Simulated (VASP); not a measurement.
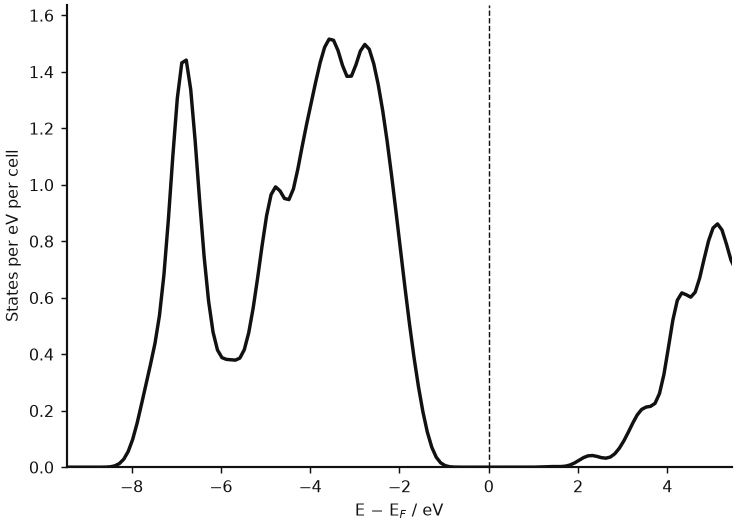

Density of states. Energies are counted from the Fermi level, put mid-gap where there is a gap. The DOS curve is built from the levels of the k mesh with Gaussians 0.55 eV wide, which also blur the band edges; ripples of that width can come from the mesh.

Structure: zincblende GaN, space group F-43m (No. 216), 2 atoms in the primitive cell; cubic a = 4.495 Å.

VASP; TB-mBJ, VASP PAW PBE potentials, release 64 (Ga_d, N), no spin polarisation, no spin-orbit coupling, 10×10×10 k mesh, 520 eV cutoff, Gaussian smearing of 0.03 eV.

Q: Is there a gap at the Fermi level, and how wide?

A: There is a gap; over the k points computed it is 2.91 eV (direct to within 0.02 eV).

The PAW data sets were made with another functional. This is a model potential built to give gaps, with no total energy. The usual form of GaN is wurtzite. The cell was derived from a database entry in an earlier step, so it needn't be the measured one.
